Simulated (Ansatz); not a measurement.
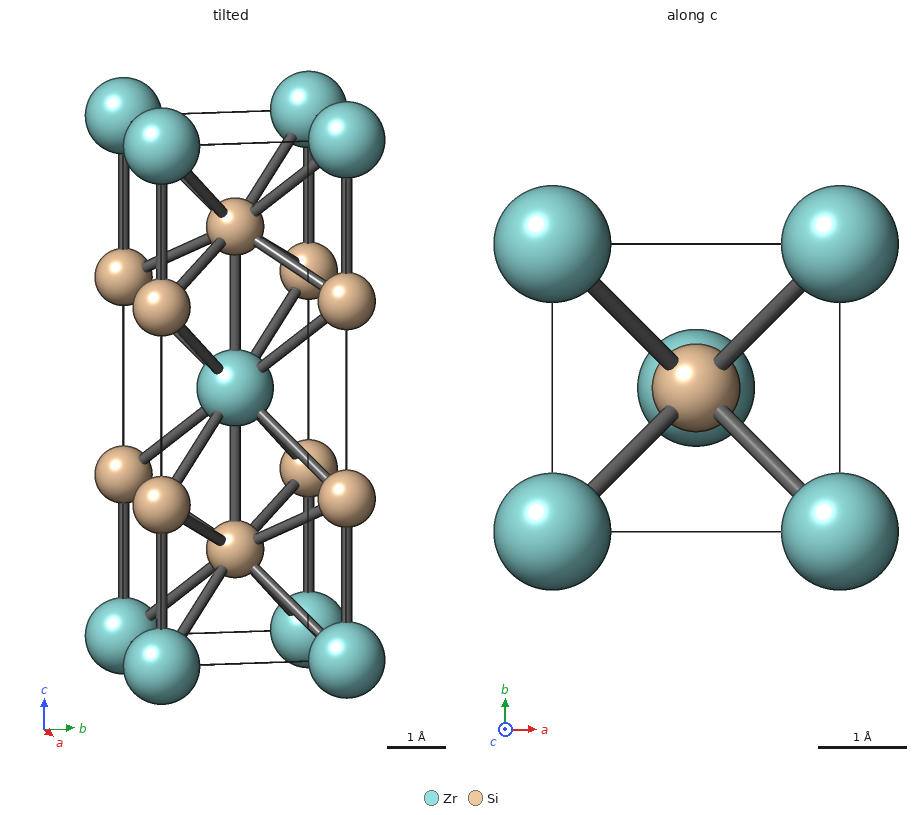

Ball-and-stick representation of a periodic structure, projected slightly off an axis and along the c axis. One conventional unit cell is outlined, and atoms on its boundary appear in each equivalent place.

ZrSi2, space group I4/mmm (No. 139), a = 3.288 Å, b = 3.288 Å, c = 9.170 Å, α = 90.00°, β = 90.00°, γ = 90.00°. The structure was taken from a structure type filled with these elements by a generator (whether the compound takes this form wasn't checked). Earlier steps of the study, as a rule a relaxation of our own, may have changed the cell and positions, so they can lie some per cent off the listed ones. It was run through Ansatz as a DFT input.

This one geometry was computed with Ansatz (DFT, plane waves, PAW) at four levels of theory: LDA, PBE with spin-orbit coupling, r2SCAN and PBEsol.

**Which level gives the highest pressure at this volume, and what does that say about its equilibrium volume?**

Highest: PBE with spin-orbit coupling (0.0 GPa), which points to the largest equilibrium volume. Lowest, with the smallest volume: LDA (-5.9 GPa). Levels within 0.5 GPa of each other can't be told apart.

**How does the band gap change with the level of theory?**

All levels give a metal.

**Collect the results in a table.**

| level | cutoff (eV) | k-mesh of the run's cell | gap (eV) | pressure (GPa) |
| --- | --- | --- | --- | --- |
| LDA | 420 | 14×14×14 | metal | -5.9 |
| PBE with spin-orbit coupling | 420 | 14×14×14 | metal | 0.0 |
| r2SCAN | 500 | 14×14×14 | metal | -1.0 |
| PBEsol | 420 | 14×14×14 | metal | -3.6 |

Gaps are taken on the k-mesh or band path of each run.
